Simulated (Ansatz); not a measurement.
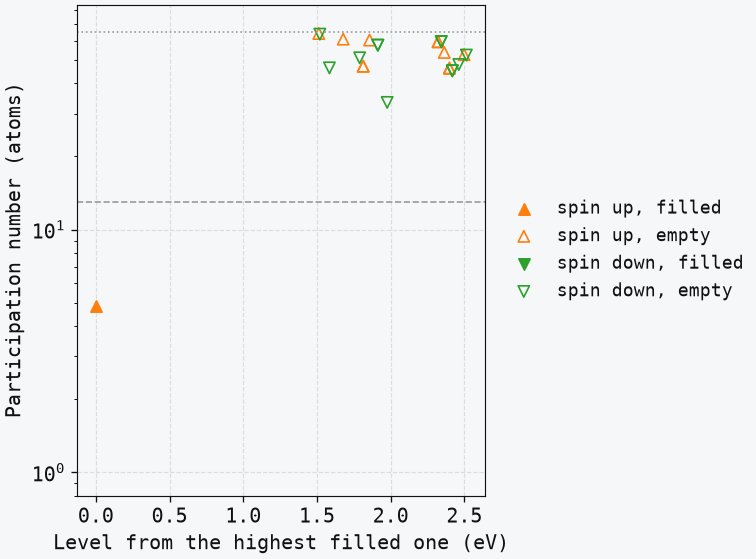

Levels near the gap of a 65-atom cell against the number of atoms over which each spreads (dotted: all atoms; dashed: a fifth of them). Host LiCl with interstitial Li.

System: Cl₃₂Li₃₃ (defect cell), 65 atoms in the cell.

Computed with Ansatz: DFT, r2SCAN, PAW, plane waves, one k point, (0.25, 0.25, 0.25), 500 eV cutoff, Fermi-Dirac smearing of 0.01 eV.

### Which of these levels are localised (under the dashed line)?

1 of the 24 levels shown spreads over less than a fifth of the cell: 0.00 eV (spin up, filled, over about 5 atoms, mostly Li).

### How far apart are the highest filled and the lowest empty level?

The lowest empty level lies 1.51 eV above the highest filled one.

One k point in a finite cell, so levels carry errors of tenths of an eV.
